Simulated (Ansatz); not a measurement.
Given this structure:

```yaml
crystal:
  lattice:
    - [10.02871, 0.00000, 0.00000]
    - [0.00000, 10.02871, 0.00000]
    - [0.00000, 0.00000, 10.02871]
  atoms:
    - { symbol: K, position: [0.25000, 0.75000, 0.25000] }
    - { symbol: K, position: [0.25000, 0.25000, 0.25000] }
    - { symbol: K, position: [0.50000, 0.00000, 0.50000] }
    - { symbol: K, position: [0.25000, 0.25000, 0.75000] }
    - { symbol: K, position: [0.25000, 0.75000, 0.75000] }
    - { symbol: K, position: [0.50000, 0.50000, 0.00000] }
    - { symbol: K, position: [0.75000, 0.75000, 0.75000] }
    - { symbol: K, position: [0.75000, 0.25000, 0.75000] }
    - { symbol: K, position: [0.00000, 0.00000, 0.00000] }
    - { symbol: K, position: [0.75000, 0.25000, 0.25000] }
    - { symbol: K, position: [0.75000, 0.75000, 0.25000] }
    - { symbol: K, position: [0.00000, 0.50000, 0.50000] }
```

What crystal do these data define?

The element is potassium. The symmetry is that of Fm-3m (No. 225), on a face-centred cubic lattice. The cell holds twelve atoms. K takes two kinds of site: 8c with four K in a tetrahedral arrangement at 4.34 Å; 4a with eight K in a cubic arrangement at 4.34 Å. The bonds build a three-dimensional framework.

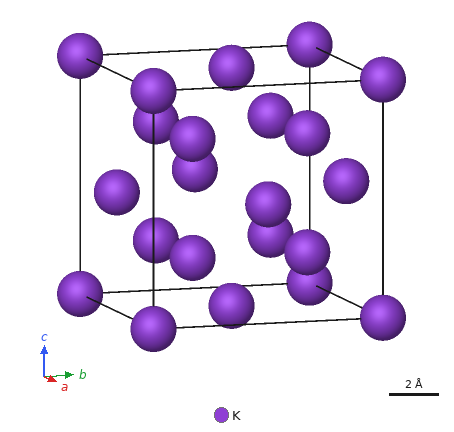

Drawn in the spheres-only manner and seen slightly off an axis. The outline marks the conventional unit cell. Colours: potassium purple.

The structure was taken from a structure listed in the Materials Project. The geometry comes from a coarse first relaxation with DFT PBE, scalar-relativistic, plane waves, PAW (Ansatz 0.2.0).
